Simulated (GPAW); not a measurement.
Two runs for the S K edge of atom 2 in CdS (Hawleyite, F-43m). Run A: GPAW, PBE, full core hole (charged cell), 8-atom cell with 5.8 Å between holes, 4×4×4 k points, dipole transitions, Gaussian full width 0.9 eV up to 4 eV, rising linearly to 3.5 eV at 25 eV. Run B differs in one choice.

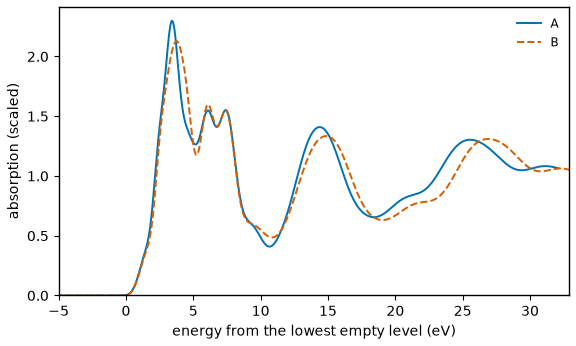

Energy from the lowest empty level; intensity scaled to a mean of 1 over the first 20 eV.

Question: What was changed?
a) the size of the supercell
b) the broadening
c) the volume of the cell
d) the plane-wave cutoff

(c): run B changes the volume scale from 1 to 0.91. Against the first run the r.m.s. difference is 11 %. The highest intensity below 16 eV goes from 3.4 eV (2.30) to 3.8 eV (2.13). Other settings could leave a like mark; this is the one that was changed.

[Hosts, paths, dates, database ids (printed as entryN), source tags and the programs' standing remarks are cut or masked in the printed files.]

[Lists of maxima count a maximum above −3 eV only where it reaches 4 % of the highest in the window and stands out from its surroundings by 2 % of it (1.5 % where it reaches 55 %); shoulders and weaker maxima are passed over, and of the rest the first, up to two pre-edge ones and the few strongest are named.]
